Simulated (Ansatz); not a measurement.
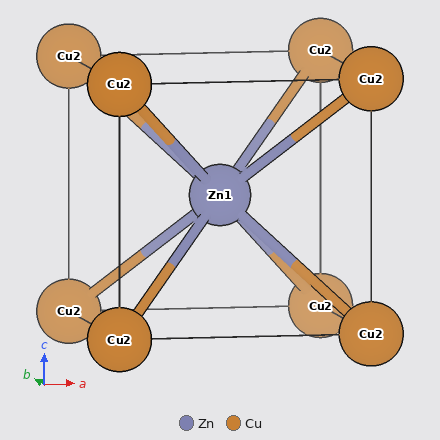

The system is ZnCu (Pm-3m, No. 221; 2 atoms in the cell); the picture shows the reference structure. 
- The energy is mapped over volume and the cell's shape.
- Coordinates scanned: (1) volume per atom; (2) length along [111] over the lengths across it, relative to the cubic cell.
- Nothing is relaxed (symmetry fixes all fractional coordinates).
- The grid has 5 × 7 points.
- Points are written as (first, second).
- All energies are given in meV/atom relative to the lowest grid point.
- Method: DFT PBEsol, scalar-relativistic, plane waves, PAW (Ansatz). Settings: cutoff 520 eV, k-mesh 18×18×18, gaussian smearing 0.15 eV, no spin polarisation.

Its coordinates:

```xyz
2
Lattice="2.9077 0.0000 0.0000 0.0000 2.9077 0.0000 0.0000 0.0000 2.9077" Properties=species:S:1:pos:R:3 pbc="T T T"
Zn    1.4539    1.4539    1.4539
Cu    0.0000    0.0000    0.0000
```

Range: volume per atom from 10.33 to 14.26 Å³; length along [111] over the lengths across it, relative to the cubic cell from 0.851 to 2.235.

What landscape does the calculation give?

The lowest grid point is at (12.29 Å³, 1.000). It is the only kind of minimum in the scanned range. The highest grid point, (10.33 Å³, 1.903), lies 1071 meV/atom above the lowest.

```csv
"second ↓, first →",10.33,11.31,12.29,13.28,14.26
2.235,1035,712,533,448,425
1.903,1071,740,556,466,439
1.620,926,625,465,396,385
1.379,646,402,289,258,280
1.175,344,163,98,107,162
1.000,192,41,0,28,99
0.851,451,250,171,167,211
```

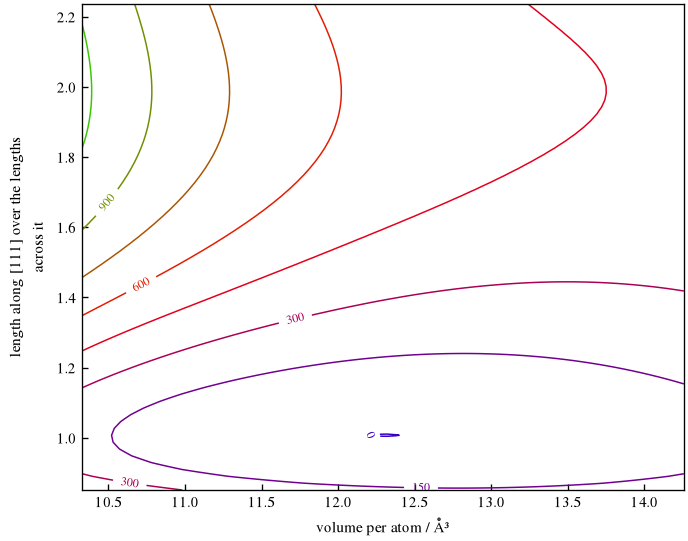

Drawn: contour lines labelled in meV/atom. Between grid points the surface is interpolated.

Each point was launched as `ansatz run input.yaml --threads 1 --pin off --max-ram 2048MiB --backend cpu --events-out ev --progress --plain --runs-dir out`. The whole map (35 points run) took 22 min on 1 thread of Arm Neoverse N1, with other jobs on the host.
